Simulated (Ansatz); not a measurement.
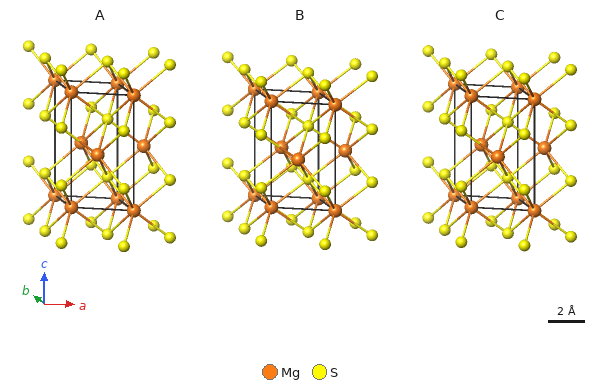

3 geometries from one relaxation of a crystal of MgS (a generated structure, set up in P6_3/mmc), in shuffled order. Style: ball-and-stick. Shown: the cell of the calculation, slightly off an axis.

Case: stacking AB.

Level of theory: DFT PBE, scalar-relativistic, plane waves, PAW (Ansatz). (plane-wave cutoff 420 eV; k-point mesh 9 × 9 × 6; occupations gaussian; smearing width 0.02 eV; no spin polarisation; cell and atoms relaxed; force threshold 0.01 eV/Å; at most 45 steps)

Order the frames from highest to lowest energy.

B, C, A. They are steps 0, 1, 5, at +0.394 eV per cell of the calculation, +68.2 meV per cell of the calculation relative to the last. The atoms keep their places relative to the cell (all moves are under 0.005 Å). Cell: a = b 3.698 → 3.621 Å (−2.1 %), c 6.039 → 6.564 Å (+8.7 %). Volume +4.2 %. Near-neighbour distances that change, for instance: Mg–S 2.615 → 2.658 Å. Among the angles between lasting bonds that change: S–Mg–S 70.5° → 76.3°, Mg–S–Mg 90.0° → 94.1°, Mg–S–Mg 90.0° → 85.9°. The space group stays P6_3/mmc (No. 194). The energy falls by 0.394 eV per cell of the calculation in 4 accepted moves (5 points after the start). All forces vanish by symmetry, so only the cell relaxes. Pressure: 5.19 GPa at the start and 0.02 GPa at the end. The SCF was repeated once at an unchanged geometry on a basis and grid sized afresh for the cell, which shifted the energy by 0.3 meV per cell of the calculation at most. The run took 22 s on 1 thread of Arm Neoverse V1, on a shared host, peak memory 0.35 GiB.
